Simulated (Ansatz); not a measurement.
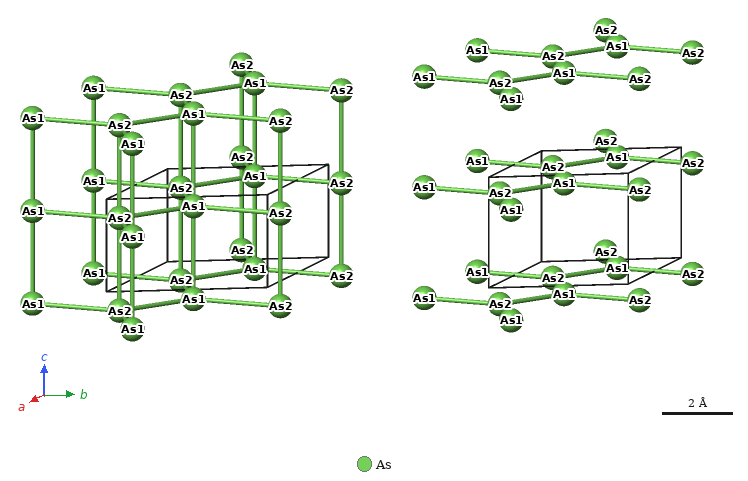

Two geometries of solid As (a generated structure, set up in P6/mmm) (coarse preliminary run), drawn at one scale. One is the start of a relaxation, the other its converged end. Style: ball-and-stick. Shown: the cell of the calculation, repeated 2 × 1 × 2 with one cell outlined, slightly off an axis.

Level of theory: DFT PBE, scalar-relativistic, plane waves, PAW in Ansatz. (plane-wave cutoff 420 eV; k-point mesh 6 × 6 × 6; occupations gaussian; smearing width 0.1 eV; no spin polarisation; cell and atoms relaxed; force threshold 0.04 eV/Å; at most 70 steps)

Which geometry has the lower energy?

The left one is the relaxed one. Over 7 accepted moves (10 points after the start) the energy falls by 1.008 eV per cell of the calculation. All forces vanish by symmetry, so only the cell relaxes. Pressure: 15.19 GPa at the start and 0.08 GPa at the end. The line search rejected the trial step at point 5 of the run. The SCF was repeated twice at an unchanged geometry on a basis and grid sized afresh for the cell, which shifted the energy by 12.4 meV per cell of the calculation at most. The atoms keep their places relative to the cell (all moves are under 0.005 Å). The drawn cell changes as follows: a = b 4.055 → 4.672 Å (+15.2 %), c 3.249 → 2.721 Å (−16.3 %); the volume changes by +11.2 %. Near-neighbour distances that change, for instance: As1–As1 3.249 → 2.721 Å, As1–As2 2.341 → 2.698 Å. The space group stays P6/mmm (No. 191).
